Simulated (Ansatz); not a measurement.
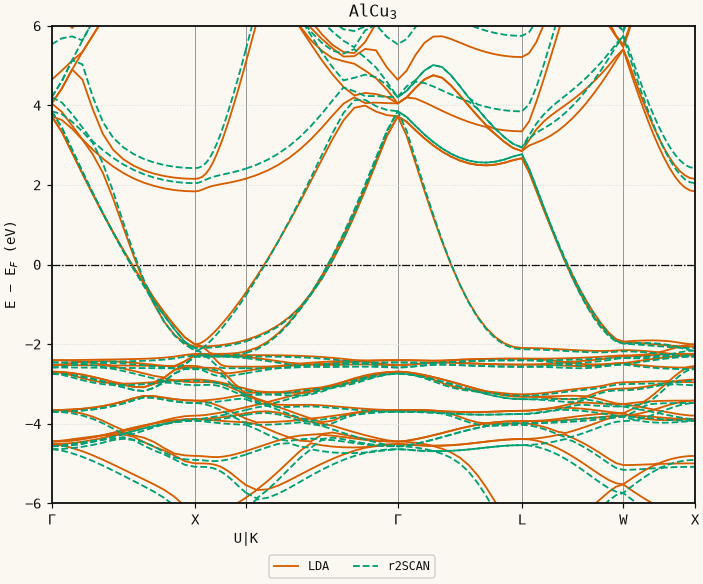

Band structures of AlCu$_{3}$, space group Fm-3m (No. 225), 4 atoms in the cell, by two methods on the same cell. Each is counted from its own Fermi level.

Q: How do the methods compare?

A: Both give a metal. The 3 bands that come within 1 eV of the Fermi level differ by 0.07 eV on average and by 0.29 eV at most (between Γ and X).

Settings. LDA: DFT LDA, scalar-relativistic, plane waves, PAW, no spin polarisation, 12×12×12 k mesh, 420 eV cutoff, Gaussian smearing of 0.1 eV (Ansatz 0.2.0). r2SCAN: DFT r2SCAN, scalar-relativistic, plane waves, PAW, no spin polarisation, 12×12×12 k mesh, 500 eV cutoff, Gaussian smearing of 0.1 eV (Ansatz 0.2.0).
